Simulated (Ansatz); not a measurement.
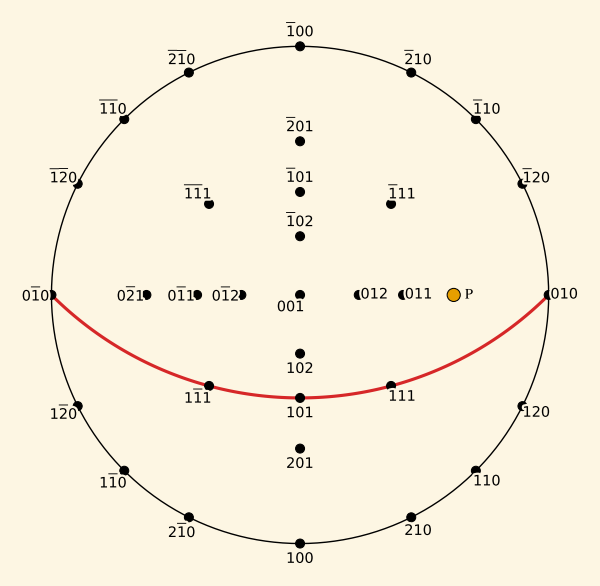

For Cu2O, the geometry relaxed with Ansatz 0.2.0, DFT, PBEsol, plane waves, PAW: stereographic projection of plane normals (upper hemisphere) centred on (0 0 1). Geometry calculated from the standardised cell; symmetry tolerance 0.002 Å.

a = 4.223 Å, b = 4.223 Å, c = 4.223 Å, α = 90.00°, β = 90.00°, γ = 90.00°.

**Index the pole marked P.**

P is (0 2 1), 63.4° from the centre.

**Which zone does the coloured great circle trace?**

The zone [1 0 −1]: its poles satisfy h − l = 0.

**What is the angle between the normals of (2 0 1) and (−1 −2 0), and what are their d_hkl = 1/|g|?**

113.6°; d = 1.888 Å and 1.888 Å.
